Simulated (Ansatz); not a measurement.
Consider Zn₁₂O (cell with a defect).

The calculation's input:

```
crystal:
  lattice:
    - [5.32, 0.0, 0.0]
    - [-3.99, 6.910883, 0.0]
    - [0.0, 0.0, 4.93696]
  atoms:
    - { symbol: Zn, position: [0.0, 0.0, 0.0] }
    - { symbol: Zn, position: [0.1666667, 0.2222222, 0.5] }
    - { symbol: Zn, position: [0.0, 0.3333333, 0.0] }
    - { symbol: Zn, position: [0.1666667, 0.5555556, 0.5] }
    - { symbol: Zn, position: [0.0, 0.6666667, 0.0] }
    - { symbol: Zn, position: [0.1666667, 0.8888889, 0.5] }
    - { symbol: Zn, position: [0.5, 0.0, 0.0] }
    - { symbol: Zn, position: [0.6666667, 0.2222222, 0.5] }
    - { symbol: Zn, position: [0.5, 0.3333333, 0.0] }
    - { symbol: Zn, position: [0.6666667, 0.5555556, 0.5] }
    - { symbol: Zn, position: [0.5, 0.6666667, 0.0] }
    - { symbol: Zn, position: [0.6666667, 0.8888889, 0.5] }
    - { symbol: O, position: [0.5008239, 0.6703926, 0.6542014] }
basis:
  ecutwfc: 420.0
kpoints:
  mp_grid: { grid: [5, 3, 4] }
hamiltonian:
  xc: pbesol
scf:
  occupations: { method: gaussian, width: 0.15 }
  lower_state_search: "off"
relax:
  f_tol: 0.03
  max_steps: 60
  adjacent_minimum: "off"
output:
  write_density: true
  write_potential: true
  elf: true
  volumetric_format: npy
```

Launched as:

```sh
ansatz run input.yaml --threads 4 --pin off --max-ram 10240MiB --backend cpu --events-out ev --progress --plain --runs-dir out
```

The fields are those of the run's last geometry, not of the input's.

Theory: Ansatz 0.2.0, DFT PBEsol, scalar-relativistic, plane waves, PAW.

Q: Predict the valence pseudo-density and electron localisation function between the atoms.

A: Zn–O (1.92 Å): ρ at the midpoint is about 0.68 e/Å³; the ELF peaks at about 0.85 in the valence shell of O, 0.6 Å from its nucleus, and is about 0.30 at the midpoint; no localised pair shows between them.

Q: Does the calculation make it a metal, or give it a gap?

A: It is gapless in this calculation (a metal or semimetal).

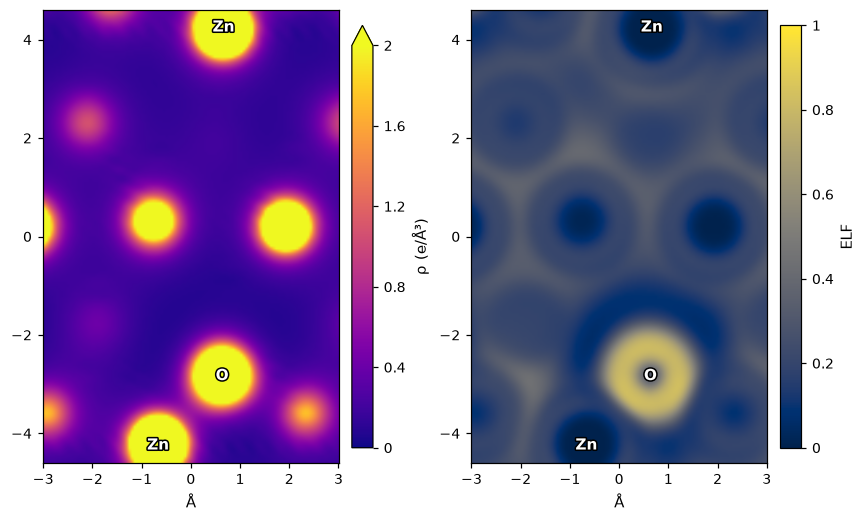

Computed valence pseudo-density and electron localisation function on the (011̄) plane of the calculation cell, in this order. Atoms just off the plane (Zn, 0.3 Å away) can leave unmarked features too.

Core electrons are frozen (PAW), and the valence fields are smoothed inside the atomic spheres.
